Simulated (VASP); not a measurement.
# Run report: Ca, single-point calculation

The run: single-point calculation of Ca (slab, 4 atoms in the cell). Method and program: Kohn-Sham DFT of a periodic cell, PBE, VASP PAW PBE potentials, recommended, no spin polarisation (VASP 6.6.1).

The structure derives from a Materials Project entry. It belongs to a series of runs on one base structure; here: scf = ALGO=Normal IMIX=4 AMIX=0.2 BMIX=0.0001 MAXMIX=-45 NELMDL=-5 EDIFF=1e-06 NELM=100 empty=6; the (1 0 1) slab of Ca, cut from the database cell, not relaxed.

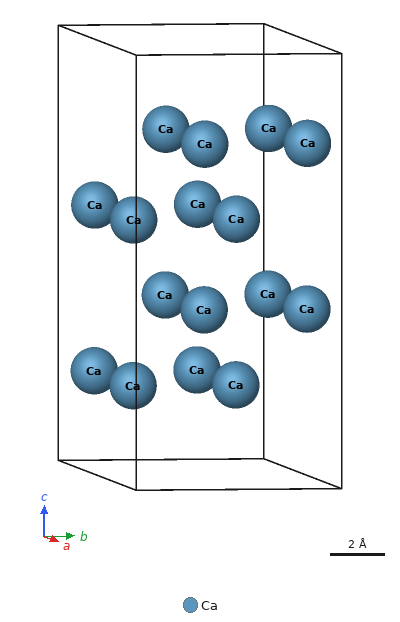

*The structure as given in the input (spheres-only view of the 2 × 2 repeat of the cell, with the vacuum cut short, seen slightly off an axis).*

Summary

| quantity | value |
| --- | --- |
| outcome | converged |
| electrons treated | 40 |
| free energy | −6.8145 eV |
| Fermi energy | −0.253 eV |
| gap on the k-point mesh | none (metallic) |
| largest force (length of the vector) | 0.149 eV/Å |
| hardware | 1 thread of Intel Xeon (Sapphire Rapids), 64 GiB of memory available, shared host |
| wall time | 74 s |
| peak memory | 0.39 GiB |

INCAR
```
  ALGO = Normal
  AMIX = 0.2
  BMIX = 1E-4
  DIPOL = 0.5 0.5 0.500
  EDIFF = 1E-6
  ENCUT = 520
  GGA = PE
  IDIPOL = 3
  IMIX = 4
  ISIF = 2
  ISMEAR = 0
  LASPH = T
  LCHARG = F
  LDIPOL = T
  LREAL = F
  LWAVE = F
  MAXMIX = -45
  NBANDS = 26
  NELM = 100
  NELMDL = -5
  PREC = Accurate
  SIGMA = 0.05
```

KPOINTS
```
k-points
0
Gamma
  5 5 1
```

POSCAR
```
Ca
1.0
    3.8142859872      0.0000000000      0.0000000000
    1.2644359324      3.5986079760      0.0000000000
    0.0000000000      0.0000000000     24.3365493090
Ca
4
Direct
    0.2530979531      0.2530979531      0.3081784482
    0.7551632552      0.7551632552      0.4360594827
    0.2572285573      0.2572285573      0.5639405173
    0.7592938594      0.7592938594      0.6918215518
```

Run as:
```bash
cat potpaw_PBE.64/Ca_sv/POTCAR > POTCAR
mpirun -np 1 vasp_std > vasp.out
```

OSZICAR
```
N       E                     dE             d eps       ncg     rms          rms(c)
DAV:   1     0.328838471900E+03    0.32884E+03   -0.19729E+04   604   0.125E+03
DAV:   2     0.156061240376E+02   -0.31323E+03   -0.31141E+03   524   0.370E+02
DAV:   3    -0.453656408090E+01   -0.20143E+02   -0.19959E+02   766   0.614E+01
DAV:   4    -0.750334585230E+01   -0.29668E+01   -0.29605E+01   816   0.217E+01
DAV:   5    -0.767636717214E+01   -0.17302E+00   -0.17299E+00   768   0.483E+00    0.495E+00
DAV:   6    -0.107707148620E+02   -0.30943E+01   -0.58768E+01   634   0.164E+01    0.661E+00
DAV:   7    -0.670842536244E+01    0.40623E+01   -0.21162E+01   626   0.902E+00    0.395E+00
DAV:   8    -0.726902944587E+01   -0.56060E+00   -0.10647E+01   648   0.608E+00    0.254E+00
DAV:   9    -0.709425720973E+01    0.17477E+00   -0.13186E+00   608   0.342E+00    0.166E+00
DAV:  10    -0.694448207872E+01    0.14978E+00   -0.52940E-01   590   0.208E+00    0.126E+00
DAV:  11    -0.682292415991E+01    0.12156E+00   -0.58830E-01   640   0.264E+00    0.523E-01
DAV:  12    -0.682170233488E+01    0.12218E-02   -0.37578E-02   612   0.679E-01    0.357E-01
DAV:  13    -0.681414743555E+01    0.75549E-02   -0.53992E-02   648   0.515E-01    0.102E-01
DAV:  14    -0.681449445719E+01   -0.34702E-03   -0.33487E-03   672   0.192E-01    0.516E-02
DAV:  15    -0.681452210724E+01   -0.27650E-04   -0.48956E-04   632   0.122E-01    0.314E-02
DAV:  16    -0.681452999472E+01   -0.78875E-05   -0.56938E-04   590   0.632E-02    0.156E-02
DAV:  17    -0.681452093452E+01    0.90602E-05   -0.19647E-04   688   0.300E-02    0.903E-03
DAV:  18    -0.681451914698E+01    0.17875E-05   -0.68297E-05   504   0.147E-02    0.495E-03
DAV:  19    -0.681451727196E+01    0.18750E-05   -0.33399E-05   488   0.137E-02    0.439E-03
DAV:  20    -0.681451722572E+01    0.46232E-07   -0.13956E-06   456   0.621E-03
   1 F= -.68145172E+01 E0= -.68086008E+01  d E =-.118328E-01
```

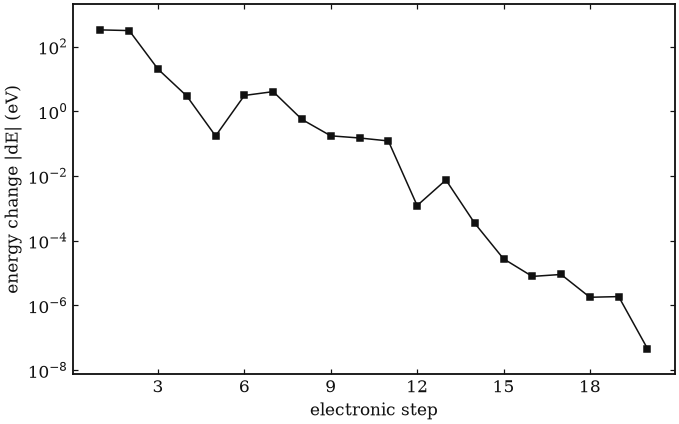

*Convergence of the self-consistent field: energy change |dE| against the electronic step.*

It takes 20 electronic steps. The density is held fixed in the first few steps, and dE rises again when its update begins.

Parts of OUTCAR
```
AMIX = 0.2
   EDIFF = 1E-6
   ENCUT = 520
   GGA = PE
   IMIX = 4
   ISIF = 2
   ISMEAR = 0
   LASPH = T
   LREAL = F
   NELM = 100
   NELMDL = -5
   PREC = Accurate

 Found      9 irreducible k-points:

 Following reciprocal coordinates:
            Coordinates               Weight
  0.000000  0.000000  0.000000      1.000000
  0.200000  0.000000  0.000000      4.000000
  0.400000  0.000000  0.000000      4.000000
  0.200000  0.200000  0.000000      2.000000
  0.400000  0.200000  0.000000      4.000000
 -0.400000  0.200000  0.000000      4.000000
   k-points           NKPTS =      9   k-points in BZ     NKDIM =      9   number of bands    NBANDS=     26
   number of dos      NEDOS =    301   number of ions     NIONS =      4
   total plane-waves  NPLWV = 150528
   dimension x,y,z NGX =    28 NGY =   28 NGZ =  192
   dimension x,y,z NGXF=    56 NGYF=   56 NGZF=  384
   ions per type =               4
   NGX,Y,Z   is equivalent  to a cutoff of  12.20, 12.20, 13.12 a.u.
   NGXF,Y,Z  is equivalent  to a cutoff of  24.41, 24.41, 26.23 a.u.
 SYSTEM =  unknown system
   PREC   = accura    normal or accurate (medium, high low for compatibility)
   ISTART =      0    job   : 0-new  1-cont  2-samecut
   ICHARG =      2    charge: 1-file 2-atom 10-const
   ISPIN  =      1    spin polarized calculation?
   LNONCOLLINEAR =      F non collinear calculations
   LSORBIT =      F    spin-orbit coupling
   LASPH  =      T    aspherical Exc in radial PAW
   ENCUT  =  520.0 eV  38.22 Ry    6.18 a.u.   7.09  7.09 45.25*2*pi/ulx,y,z
   NELM   =    100;   NELMIN=  2; NELMDL= -5     # of ELM steps
   EDIFF  = 0.1E-05   stopping-criterion for ELM
   LREAL  =      F    real-space projection
   EDIFFG = 0.1E-04   stopping-criterion for IOM
   NSW    =      0    number of steps for IOM
   IBRION =     -1    ionic relax: 0-MD 1-quasi-New 2-CG
   NFREE  =      0    steps in history (QN), initial steepest desc. (CG)
   ISIF   =      2    stress and relaxation
   ISYM   =      2    0-nonsym 1-usesym 2-fastsym
   POTIM  = 0.5000    time-step for ionic-motion
   TEBEG  =    0.0;   TEEND  =   0.0 temperature during run
   PSTRESS=    0.0 pullay stress
   NELECT =      40.0000    total number of electrons
   NUPDOWN=      -1.0000    fix difference up-down
   EMIN   =  10.00;   EMAX   =-10.00  energy-range for DOS
   EFERMI =   0.00;   METHOD = LEGACY
   ISMEAR =     0;   SIGMA  =   0.05  broadening in eV -4-tet -1-fermi 0-gaus
   EFERMI_NEDOS =   21; number of points for ismear=-14 and -15
   IALGO  =     38    algorithm
   IMIX   =      4    mixing-type and parameters
     AMIX     =   0.20;   BMIX     =  0.00
     AMIX_MAG =   0.80;   BMIX_MAG =  0.00
  volume/ion in A,a.u.               =      83.51       563.56
  Fermi-wavevector in a.u.,A,eV,Ry     =   0.806911  1.524842  8.858837  0.651106
  Thomas-Fermi vector in A             =   1.915432
   LORBIT       =      0    0 simple, 1 ext, 2 COOP (PROOUT), +10 PAW based schemes
   GGA     = PE    functional components
   LHFCALC =     F    Hartree Fock is set to
   AEXX    =    0.0000 exact exchange contribution
   IVDW    =     0    specifies the selected vdW correction
   LEPSILON=     F    determine dielectric tensor
   LRPA    =     F    only Hartree local field effects (RPA)
 non-spin polarized calculation
 Gauss-broadening in eV      SIGMA  =   0.05
  energy-cutoff  :      520.00
  volume of cell :      334.05
 maximum number of plane-waves:      9042
   NGX = 15   NGY = 15   NGZ = 91

 number of electron      39.9999997 magnetization

 dipolmoment           0.000000      0.000000     -0.000002 electrons x Angstroem

 Free energy of the ion-electron system (eV)
  ---------------------------------------------------
  ext. energy  EPLUGINS =         0.00000000
  ---------------------------------------------------
  free energy    TOTEN  =        -6.81451723 eV

  energy without entropy =       -6.80268447  energy(sigma->0) =       -6.80860085

 E-fermi :  -0.2534     XC(G=0):  -4.6216     alpha+bet : -3.5824

 val. band max:       -0.2697375166   @ k =  -0.4000   0.4000   0.0000
 cond. band min:      -0.2316049060   @ k =  -0.4000   0.2000   0.0000
 fundamental gap:      0.0381326105
 Fermi energy:        -0.2533797198

 k-point     1 :       0.0000    0.0000    0.0000
  band No.  band energies     occupation
      1     -42.7725      2.00000
      2     -42.7725      2.00000
      3     -42.3242      2.00000
      4     -42.3172      2.00000
      5     -23.8132      2.00000
      6     -23.8129      2.00000
      7     -23.6796      2.00000
      8     -23.6795      2.00000
      9     -23.6661      2.00000
     10     -23.6661      2.00000
     11     -23.3602      2.00000
     12     -23.2933      2.00000
     13     -23.2676      2.00000
     14     -23.2447      2.00000
     15     -23.2399      2.00000
     16     -23.2399      2.00000
     17      -4.1393      2.00000
     18      -3.6312      2.00000
     19      -2.7952      2.00000
     20      -1.7933      2.00000
     21      -0.2966      1.77877
     22       0.1163      0.00000
     23       0.6634      0.00000
     24       1.0303      0.00000
     25       1.1210      0.00000
     26       1.3106      0.00000

 k-point     2 :       0.2000    0.0000    0.0000
  band No.  band energies     occupation
      1     -42.7701      2.00000
      2     -42.7701      2.00000
      3     -42.3211      2.00000
      4     -42.3154      2.00000
      5     -23.8091      2.00000
      6     -23.8090      2.00000
      7     -23.7073      2.00000
      8     -23.7072      2.00000
      9     -23.6731      2.00000
     10     -23.6731      2.00000
     11     -23.3529      2.00000
     12     -23.3068      2.00000
     13     -23.2791      2.00000
     14     -23.2752      2.00000
     15     -23.2501      2.00000
     16     -23.2437      2.00000
     17      -3.6187      2.00000
     18      -3.1256      2.00000
     19      -2.3079      2.00000
     20      -1.3209      2.00000
     21      -0.1628      0.01039
     22       0.2956      0.00000
     23       0.7250      0.00000
     24       0.7965      0.00000
     25       0.9306      0.00000
     26       1.2362      0.00000

 k-point     3 :       0.4000    0.0000    0.0000
  band No.  band energies     occupation
      1     -42.7662      2.00000
      2     -42.7662      2.00000
      3     -42.3155      2.00000
      4     -42.3133      2.00000
      5     -23.8026      2.00000
      6     -23.8025      2.00000
      7     -23.7605      2.00000
      8     -23.7604      2.00000
      9     -23.6753      2.00000
     10     -23.6753      2.00000
     11     -23.3520      2.00000
     12     -23.3478      2.00000
     13     -23.3120      2.00000
     14     -23.2993      2.00000
     15     -23.2494      2.00000
     16     -23.2465      2.00000
     17      -2.2235      2.00000
     18      -1.8202      2.00000
     19      -1.1541      2.00000
     20      -0.5510      2.00000
     21      -0.1491      0.00320
     22      -0.0953      0.00001
     23       0.2131      0.00000
     24       0.3226      0.00000
     25       0.7202      0.00000
     26       0.7544      0.00000

 k-point     4 :       0.2000    0.2000    0.0000
  band No.  band energies     occupation
      1     -42.7683      2.00000
      2     -42.7682      2.00000
      3     -42.3197      2.00000
      4     -42.3132      2.00000
      5     -23.8066      2.00000
      6     -23.8065      2.00000
      7     -23.7060      2.00000
      8     -23.7060      2.00000
      9     -23.6962      2.00000
     10     -23.6962      2.00000
     11     -23.3513      2.00000
     12     -23.2920      2.00000
     13     -23.2850      2.00000
     14     -23.2830      2.00000
     15     -23.2753      2.00000
     16     -23.2611      2.00000
     17      -3.4469      2.00000
     18      -2.9553      2.00000
     19      -2.1494      2.00000
     20      -1.1873      2.00000
     21      -0.1609      0.00890
     22       0.3750      0.00000
     23       0.8891      0.00000
     24       1.4845      0.00000
     25       1.5430      0.00000
     26       1.5488      0.00000

 k-point     5 :       0.4000    0.2000    0.0000
  band No.  band energies     occupation
      1     -42.7646      2.00000
      2     -42.7646      2.00000
      3     -42.3151      2.00000
      4     -42.3103      2.00000
      5     -23.8006      2.00000
      6     -23.8005      2.00000
      7     -23.7551      2.00000
      8     -23.7550      2.00000
      9     -23.6987      2.00000
     10     -23.6987      2.00000
     11     -23.3471      2.00000
     12     -23.3354      2.00000
     13     -23.3229      2.00000
     14     -23.2921      2.00000
     15     -23.2756      2.00000
     16     -23.2672      2.00000
     17      -2.3505      2.00000
     18      -1.9096      2.00000
     19      -1.1894      2.00000
     20      -0.3470      1.99192
     21       0.0878      0.00000
     22       0.0964      0.00000
     23       0.3386      0.00000
     24       0.6373      0.00000
     25       0.8216      0.00000
     26       1.1002      0.00000

 k-point     6 :      -0.4000    0.2000    0.0000
  band No.  band energies     occupation
      1     -42.7641      2.00000
      2     -42.7641      2.00000
      3     -42.3129      2.00000
      4     -42.3116      2.00000
      5     -23.7994      2.00000
      6     -23.7993      2.00000
      7     -23.7585      2.00000
      8     -23.7584      2.00000
      9     -23.7054      2.00000
     10     -23.7054      2.00000
     11     -23.3465      2.00000
     12     -23.3441      2.00000
     13     -23.3147      2.00000
     14     -23.3045      2.00000
     15     -23.2746      2.00000
     16     -23.2736      2.00000
     17      -1.3229      2.00000
     18      -0.9824      2.00000
     19      -0.7174      2.00000
     20      -0.5539      2.00000
     21      -0.2316      0.53797
     22       0.0679      0.00000
     23       0.1990      0.00000
     24       0.4567      0.00000
     25       0.6587      0.00000
     26       0.7381      0.00000

 [... further k-points ...]

------------------------ aborting loop because EDIFF is reached ----------------------------------------

 vacuum level on the upper side and lower side of the slab       (xc-potential included)        -0.248        -0.250

  FORCE on cell =-STRESS in cart. coord.  units (eV):
  Direction    XX          YY          ZZ          XY          YZ          ZX
  --------------------------------------------------------------------------------------
  -------------------------------------------------------------------------------------
  Total        0.0658427     -0.4015786     -1.2111463      0.6651447     -0.0006385     -0.0009012
  in kB        0.3157993     -1.9260799     -5.8089870      3.1902148     -0.0030626     -0.0043223
  external PRESSURE =      -2.4730892 kB  Pullay stress =       0.0000000 kB

 VOLUME and BASIS-vectors are now :
 -----------------------------------------------------------------------------
  energy-cutoff  :      520.00
  volume of cell :      334.05
      direct lattice vectors                 reciprocal lattice vectors
     3.814285987  0.000000000  0.000000000     0.262172266 -0.092118963  0.000000000
     1.264435932  3.598607976  0.000000000     0.000000000  0.277885229  0.000000000
     0.000000000  0.000000000 24.336549309     0.000000000  0.000000000  0.041090460

 POSITION                                       TOTAL-FORCE (eV/Angst)
 -----------------------------------------------------------------------------------
      1.28541      0.91080      7.50000         0.000168      0.000119      0.149243
      3.83526      2.71754     10.61218        -0.000609     -0.000432     -0.066541
      1.30639      0.92566     13.72437         0.000609      0.000432      0.066541
      3.85624      2.73240     16.83655        -0.000168     -0.000119     -0.149243
 -----------------------------------------------------------------------------------
    total drift:                               -0.000011     -0.000007     -0.000081

  FREE ENERGIE OF THE ION-ELECTRON SYSTEM (eV)
  ---------------------------------------------------
  free  energy   TOTEN  =        -6.8145172257 eV

  energy  without entropy=       -6.8026844676  energy(sigma->0) =       -6.80860085

 vacuum level on the upper side and lower side of the slab         2.336         2.335
```

CONTCAR
```
Ca
   1.00000000000000
     3.8142859871999999    0.0000000000000000    0.0000000000000000
     1.2644359324000001    3.5986079759999998    0.0000000000000000
     0.0000000000000000    0.0000000000000000   24.3365493089999987
  Ca
     4
Direct
     0.2530979531000028    0.2530979531000028    0.3081784482000032
     0.7551632552000029    0.7551632552000029    0.4360594827000028
     0.2572285573000030    0.2572285573000030    0.5639405172999972
     0.7592938594000032    0.7592938594000032    0.6918215517999968

  0.00000000E+00  0.00000000E+00  0.00000000E+00
  0.00000000E+00  0.00000000E+00  0.00000000E+00
  0.00000000E+00  0.00000000E+00  0.00000000E+00
  0.00000000E+00  0.00000000E+00  0.00000000E+00
```

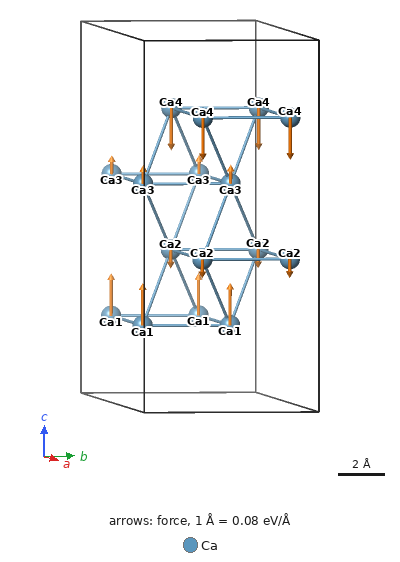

*Forces on the atoms as orange arrows (ball-and-stick view of the 2 × 2 repeat of the cell, with the vacuum cut short, seen slightly off an axis; atoms are numbered from 1 in the order of the input).*

The largest act on Ca1, Ca4 (0.15 eV/Å); Ca2, Ca3 (0.07 eV/Å). The geometry is not a stationary point of this energy.
